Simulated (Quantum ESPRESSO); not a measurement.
# As2Pt (Sperrylite): which magnetic order is lowest

Does As2Pt (Sperrylite) prefer parallel or opposed moments?

Program: Quantum ESPRESSO 7.5. Level of theory: LDA; plane waves with GBRV 1.5 LDA potentials, no spin-orbit coupling. Results are calculated unless marked as measured.

## Step 1: Set-up

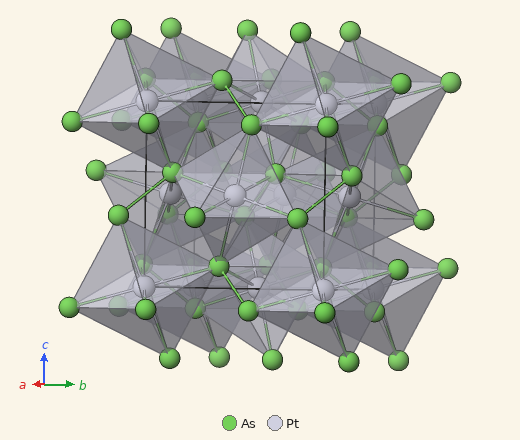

The cell as given, slightly off an axis (arsenic green, platinum light grey). Some periodic images of atoms are drawn too.

The cell comes from the Crystallography Open Database.

## Step 2: Start 1: ferro ++++

The signs are those of the starting moments on the seeded atoms, the atoms that are given a moment.

The input, pw.in:

```
&CONTROL
  calculation = 'scf'
  prefix = 'pwscf'
  outdir = './tmp'
  pseudo_dir = './pseudo'
  disk_io = 'nowf'
/
&SYSTEM
  ibrav = 0
  nat = 12
  ntyp = 2
  ecutwfc = 40
  ecutrho = 280
  nbnd = 69
  occupations = 'smearing'
  smearing = 'fd'
  degauss = 0.00734986
  nspin = 2
  starting_magnetization(1) = 0
  starting_magnetization(2) = 0.0375
/
&ELECTRONS
  conv_thr = 2.4d-08
  electron_maxstep = 150
  mixing_beta = 0.3
/
ATOMIC_SPECIES
As     74.9216 as_lda_v1.uspp.F.UPF
Pt    195.0840 pt_lda_v1.4.uspp.F.UPF
CELL_PARAMETERS angstrom
   5.9665000000    0.0000000000    0.0000000000
   0.0000000000    5.9665000000    0.0000000000
   0.0000000000    0.0000000000    5.9665000000
ATOMIC_POSITIONS crystal
As      0.3830000000    0.3830000000    0.3830000000
As      0.1170000000    0.6170000000    0.8830000000
As      0.8830000000    0.1170000000    0.6170000000
As      0.6170000000    0.8830000000    0.1170000000
As      0.6170000000    0.6170000000    0.6170000000
As      0.8830000000    0.3830000000    0.1170000000
As      0.1170000000    0.8830000000    0.3830000000
As      0.3830000000    0.1170000000    0.8830000000
Pt      0.0000000000    0.0000000000    0.0000000000
Pt      0.5000000000    0.0000000000    0.5000000000
Pt      0.5000000000    0.5000000000    0.0000000000
Pt      0.0000000000    0.5000000000    0.5000000000
K_POINTS automatic
4 4 4 0 0 0
```

Command:

```sh
$ OMP_NUM_THREADS=1 mpirun -n 4 pw.x -nk 4 -in pw.in > pw.out
```

Output:

```text
Program PWSCF v.7.5 starts

     Message from routine setup:
     using ibrav=0 with symmetry is DISCOURAGED, use correct ibrav instead

     K-points division:     npool     =       4
     Subspace diagonalization in iterative solution of the eigenvalue problem:

     G-vector sticks info
     --------------------
     sticks:   dense  smooth     PW     G-vecs:    dense   smooth      PW
     Sum        2837    1617    481               113369    49029    7689

     Using Slab Decomposition

     bravais-lattice index     =            0
     lattice parameter (alat)  =      11.2751  a.u.
     unit-cell volume          =    1433.3608 (a.u.)^3
     number of atoms/cell      =           12
     number of atomic types    =            2
     number of electrons       =       104.00
     number of Kohn-Sham states=           69
     kinetic-energy cutoff     =      40.0000  Ry
     charge density cutoff     =     280.0000  Ry
     scf convergence threshold =      2.4E-08
     mixing beta               =       0.3000
     number of iterations used =            8  plain     mixing
     Exchange-correlation=  SLA  PZ   NOGX NOGC
                           (   1   1   0   0   0   0   0)

     celldm(1)=  11.275051  celldm(2)=   0.000000  celldm(3)=   0.000000
     celldm(4)=   0.000000  celldm(5)=   0.000000  celldm(6)=   0.000000

     crystal axes: (cart. coord. in units of alat)
               a(1) = (   1.000000   0.000000   0.000000 )
               a(2) = (   0.000000   1.000000   0.000000 )
               a(3) = (   0.000000   0.000000   1.000000 )

     reciprocal axes: (cart. coord. in units 2 pi/alat)
               b(1) = (  1.000000  0.000000  0.000000 )
               b(2) = (  0.000000  1.000000  0.000000 )
               b(3) = (  0.000000  0.000000  1.000000 )

     PseudoPot. # 1 for As read from file:
     as_lda_v1.uspp.F.UPF
     Pseudo is Ultrasoft + core correction, Zval =  5.0
     Generated by new atomic code, or converted to UPF format
     Using radial grid of  875 points,  6 beta functions with:
                l(1) =   0
                l(2) =   0
                l(3) =   1
                l(4) =   1
                l(5) =   2
                l(6) =   2
     Q(r) pseudized with  8 coefficients,  rinner =    1.300   1.300   1.300
                                                       1.300   1.300

     PseudoPot. # 2 for Pt read from file:
     pt_lda_v1.4.uspp.F.UPF
     Pseudo is Ultrasoft + core correction, Zval = 16.0
     Generated by new atomic code, or converted to UPF format
     Using radial grid of  985 points,  6 beta functions with:
                l(1) =   0
                l(2) =   0
                l(3) =   1
                l(4) =   1
                l(5) =   2
                l(6) =   2
     Q(r) pseudized with  8 coefficients,  rinner =    1.300   1.300   1.300
                                                       1.300   1.300

     atomic species   valence    mass     pseudopotential
     As                5.00    74.92160     As( 1.00)
     Pt               16.00   195.08400     Pt( 1.00)

     Starting magnetic structure
     atomic species   magnetization
     As              0.000
     Pt              0.037

     24 Sym. Ops., with inversion, found (18 have fractional translation)

   Cartesian axes

     site n.     atom                  positions (alat units)
         1        As     tau(   1) = (   0.3830000   0.3830000   0.3830000  )
         2        As     tau(   2) = (   0.1170000   0.6170000   0.8830000  )
         3        As     tau(   3) = (   0.8830000   0.1170000   0.6170000  )
         4        As     tau(   4) = (   0.6170000   0.8830000   0.1170000  )
         5        As     tau(   5) = (   0.6170000   0.6170000   0.6170000  )
         6        As     tau(   6) = (   0.8830000   0.3830000   0.1170000  )
         7        As     tau(   7) = (   0.1170000   0.8830000   0.3830000  )
         8        As     tau(   8) = (   0.3830000   0.1170000   0.8830000  )
         9        Pt     tau(   9) = (   0.0000000   0.0000000   0.0000000  )
        10        Pt     tau(  10) = (   0.5000000   0.0000000   0.5000000  )
        11        Pt     tau(  11) = (   0.5000000   0.5000000   0.0000000  )
        12        Pt     tau(  12) = (   0.0000000   0.5000000   0.5000000  )

     number of k points=    11  Fermi-Dirac smearing, width (Ry)=  0.0073
                       cart. coord. in units 2pi/alat
        k(    1) = (   0.0000000   0.0000000   0.0000000), wk =   0.0156250
        k(    2) = (   0.0000000   0.0000000   0.2500000), wk =   0.0937500
        k(    3) = (   0.0000000   0.0000000  -0.5000000), wk =   0.0468750
        k(    4) = (   0.0000000   0.2500000   0.2500000), wk =   0.1875000
        k(    5) = (   0.0000000   0.2500000  -0.5000000), wk =   0.0937500
        [... 6 further k-points ...]

     Dense  grid:   113369 G-vectors     FFT dimensions: (  64,  64,  64)

     Smooth grid:    49029 G-vectors     FFT dimensions: (  48,  48,  48)

     Generating pointlists ...
     new r_m :   0.1672 (alat units)  1.8850 (a.u.) for type    1
     new r_m :   0.1721 (alat units)  1.9404 (a.u.) for type    2

     Initial potential from superposition of free atoms

     starting charge     101.9983, renormalised to     104.0000

     negative rho (up, down):  3.701E-01 3.431E-01
     Starting wfcs are   80 randomized atomic wfcs

     Self-consistent Calculation

     iteration #  1     ecut=    40.00 Ry     beta= 0.30
     Davidson diagonalization with overlap
     ethr =  1.00E-02,  avg # of iterations =  4.3

     negative rho (up, down):  3.489E-01 3.294E-01

     total energy              =   -1159.84825452 Ry
     estimated scf accuracy    <       8.93966513 Ry

     total magnetization       =     0.01 Bohr mag/cell
     absolute magnetization    =     0.52 Bohr mag/cell

     iteration #  2     ecut=    40.00 Ry     beta= 0.30
     Davidson diagonalization with overlap
     ethr =  8.60E-03,  avg # of iterations =  2.0

     negative rho (up, down):  3.468E-01 3.314E-01

     total energy              =   -1162.04605259 Ry
     estimated scf accuracy    <       1.00343682 Ry

     total magnetization       =     0.03 Bohr mag/cell
     absolute magnetization    =     0.29 Bohr mag/cell

     iteration #  3     ecut=    40.00 Ry     beta= 0.30
     Davidson diagonalization with overlap
     ethr =  9.65E-04,  avg # of iterations =  1.2

     negative rho (up, down):  3.322E-01 3.295E-01

     total energy              =   -1162.12275884 Ry
     estimated scf accuracy    <       0.09286569 Ry

     total magnetization       =     0.01 Bohr mag/cell
     absolute magnetization    =     0.27 Bohr mag/cell

     [... further iterations left out ...]

     iteration #  7     ecut=    40.00 Ry     beta= 0.30
     Davidson diagonalization with overlap
     ethr =  1.11E-06,  avg # of iterations =  5.8

     negative rho (up, down):  3.311E-01 3.310E-01

     total energy              =   -1162.14606895 Ry
     estimated scf accuracy    <       0.00008899 Ry

     total magnetization       =     0.00 Bohr mag/cell
     absolute magnetization    =     0.02 Bohr mag/cell

     iteration #  8     ecut=    40.00 Ry     beta= 0.30
     Davidson diagonalization with overlap
     ethr =  8.56E-08,  avg # of iterations =  3.0

     negative rho (up, down):  3.312E-01 3.311E-01

     total energy              =   -1162.14609604 Ry
     estimated scf accuracy    <       0.00000180 Ry

     total magnetization       =     0.00 Bohr mag/cell
     absolute magnetization    =     0.01 Bohr mag/cell

     iteration #  9     ecut=    40.00 Ry     beta= 0.30
     Davidson diagonalization with overlap
     ethr =  1.73E-09,  avg # of iterations =  7.8

     negative rho (up, down):  3.311E-01 3.311E-01

     total energy              =   -1162.14610094 Ry
     estimated scf accuracy    <       0.00000490 Ry

     total magnetization       =     0.00 Bohr mag/cell
     absolute magnetization    =     0.00 Bohr mag/cell

     iteration # 10     ecut=    40.00 Ry     beta= 0.30
     Davidson diagonalization with overlap
     ethr =  1.73E-09,  avg # of iterations =  2.0

     negative rho (up, down):  3.311E-01 3.311E-01

     Magnetic moment per site  (integrated on atomic sphere of radius R)
     atom   1 (R=0.167)  charge=  2.6255  magn= -0.0000
     atom   2 (R=0.167)  charge=  2.6255  magn= -0.0000
     atom   3 (R=0.167)  charge=  2.6255  magn= -0.0000
     atom   4 (R=0.167)  charge=  2.6255  magn= -0.0000
     atom   5 (R=0.167)  charge=  2.6255  magn= -0.0000
     atom   6 (R=0.167)  charge=  2.6255  magn= -0.0000
     atom   7 (R=0.167)  charge=  2.6255  magn= -0.0000
     atom   8 (R=0.167)  charge=  2.6255  magn= -0.0000
     atom   9 (R=0.172)  charge= 13.1247  magn=  0.0000
     atom  10 (R=0.172)  charge= 13.1247  magn=  0.0000
     atom  11 (R=0.172)  charge= 13.1247  magn=  0.0000
     atom  12 (R=0.172)  charge= 13.1247  magn=  0.0000

     End of self-consistent calculation

     [... lines left out ...]
     the Fermi energy is    12.2958 ev

!    total energy              =   -1162.14610183 Ry
     estimated scf accuracy    <       0.00000002 Ry
     smearing contrib. (-TS)   =      -0.00109649 Ry
     internal energy E=F+TS    =   -1162.14500534 Ry

     The total energy is F=E-TS. E is the sum of the following terms:
     one-electron contribution =    -268.08685254 Ry
     hartree contribution      =     195.83968001 Ry
     xc contribution           =    -476.62046328 Ry
     ewald contribution        =    -613.27736953 Ry

     total magnetization       =    -0.00 Bohr mag/cell
     absolute magnetization    =     0.00 Bohr mag/cell

     convergence has been achieved in  10 iterations

=------------------------------------------------------------------------------=
   JOB DONE.
=------------------------------------------------------------------------------=
```

Elapsed: 63 s, on 4 MPI ranks of Arm Neoverse V2, shared host; peak memory 0.81 GiB.

The spin moment in the atom's sphere vanishes on all atoms.

Numbers from this step:

| Property | Result |
| --- | --- |
| smearing term TS | 0.01492 eV |
| magnetization | 0 μB |
| absolute magnetization | 0 μB |
| final state | non-magnetic |

[end of part 1 of 2]

[Logs and program files are shortened in this print: banners, set-up blocks, solver, clock and traceback lines can be left out without a mark of their own.]

[Logs are printed without paths, hosts, clocks, repeated set-up lines and the standing remarks that a program may print on its own settings, such as how far it seeks lower states.]

[Hosts, paths, dates, database ids (printed as entryN), source tags and the programs' standing remarks are cut or masked in the printed files.]

[Where a cell is said to come from a database of computed structures, the database is the Materials Project.]
